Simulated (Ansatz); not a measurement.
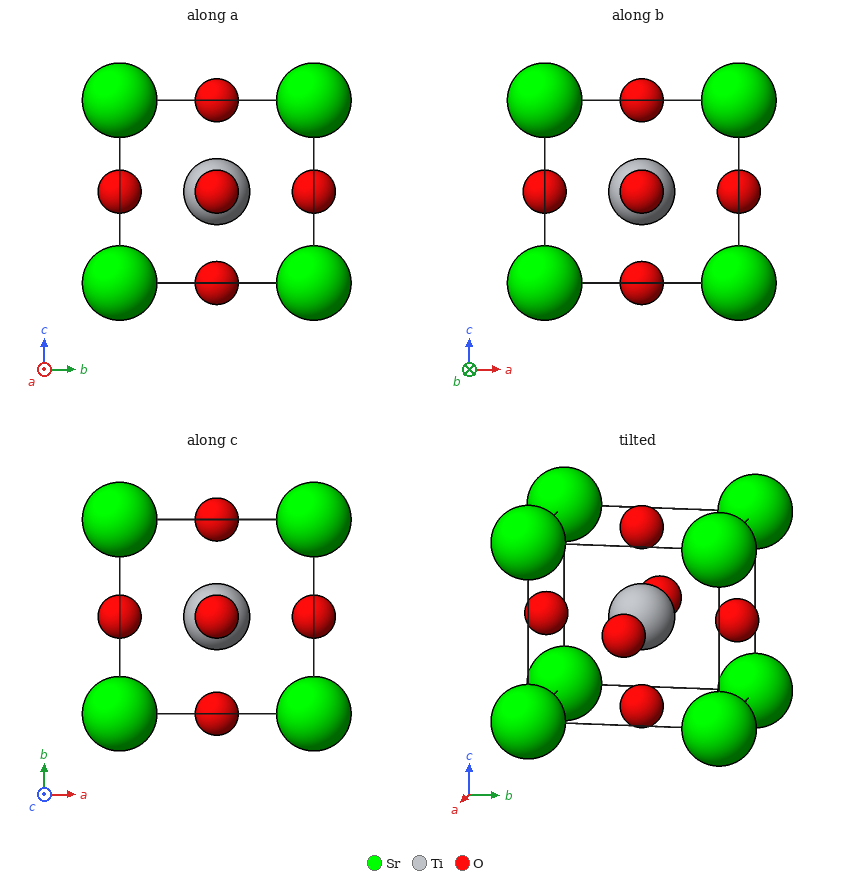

Spheres-only drawing of the structure, looking along the a axis, along the b axis, along the c axis and slightly off an axis. Atoms at the boundary of the conventional unit cell (the box) are drawn once for each face, edge or corner they touch.

Lattice parameters: a = 4.0631 Å, b = 4.0631 Å, c = 3.8236 Å, α = 90.000°, β = 90.000°, γ = 90.000°.

### Set out the cell and atoms as a CIF with its space group and independent sites.

```cif
data_structure
_symmetry_space_group_name_H-M 'P 4/m m m'
_symmetry_Int_Tables_number 123
_cell_length_a 4.0631
_cell_length_b 4.0631
_cell_length_c 3.8236
_cell_angle_alpha 90.000
_cell_angle_beta 90.000
_cell_angle_gamma 90.000
_cell_volume 63.12
loop_
_atom_site_label
_atom_site_type_symbol
_atom_site_symmetry_multiplicity
_atom_site_Wyckoff_symbol
_atom_site_fract_x
_atom_site_fract_y
_atom_site_fract_z
_atom_site_occupancy
Sr1 Sr 1 a 0.0000 0.0000 0.0000 1
Ti1 Ti 1 d 0.5000 0.5000 0.5000 1
O1 O 1 c 0.5000 0.5000 0.0000 1
O2 O 2 e 0.5000 0.0000 0.5000 1
```

Origin of the cell: a structure type filled with these elements by a generator (whether the compound takes this form wasn't checked). The cell was then strained or its atoms displaced on purpose. It went into a calculation with Ansatz.

At this level of theory the cell isn't at rest (stretched, at -5 GPa), so its distances can differ from those at equilibrium, the more so the softer the solid.
